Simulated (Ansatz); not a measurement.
# A thicker film of ZnSe (110) from five thinner ones

In a field along its normal an insulating film takes a dipole p. Written as a length, p/(ε₀AE), it should grow by 1 − 1/ε for each ångström added.

How it was computed: Ansatz 0.2.0, plane waves with PAW datasets (its set soft_2), PBE; zincblende films relaxed at a bulk in-plane lattice constant near the measured one, then held in weak fields of both signs with a dipole correction (A is the cell's area, E the outer field).

| run | distance between the outer atoms (Å) | p/(ε₀AE) (Å) |
| --- | --- | --- |
| 5 units | 8.513 | 9.238 |
| 6 units | 10.585 | 11.011 |
| 8 units | 14.664 | 14.541 |
| 9 units | 16.704 | 16.307 |
| 12 units | 22.835 | 21.610 |
| 16 units | 31.008 | ? |

**Question.** What value belongs in the row marked “?”, and how far can the other rows tell?

A least-squares line through the 5 rows shown has slope 0.8643 and intercept 1.8706; no row lies more than 0.010 Å off it. That slope means ε = 1/(1 − 0.8643) = 7.37. At 31.008 it gives 0.8643 × 31.008 + 1.8706 = 28.671 Å, beyond the rows fitted. Rounding and scatter of the rows alone allow about ±0.022 Å there.

The run itself gives 28.682 Å: a miss of +0.011 Å, or 0.0 % of the value. The length is met to within 1 %, though ε is more sensitive than the length: the two thickest films give ε = 7.42.

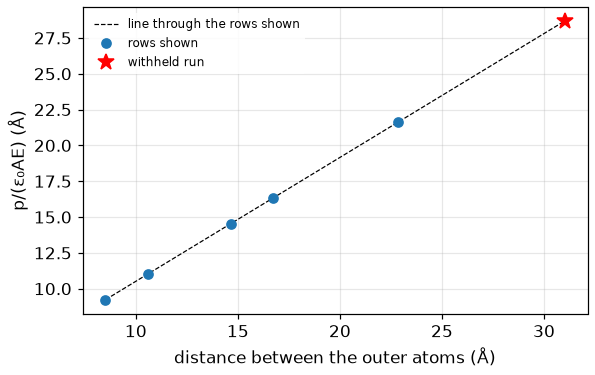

The fit and the withheld run.

Caveats: This is the electronic response alone. A unit is one step of the cut along the normal (a plane, a pair of planes or a cell), and the layers relax along it, away from their bulk spacing where the functional's lattice constant differs from the one held.
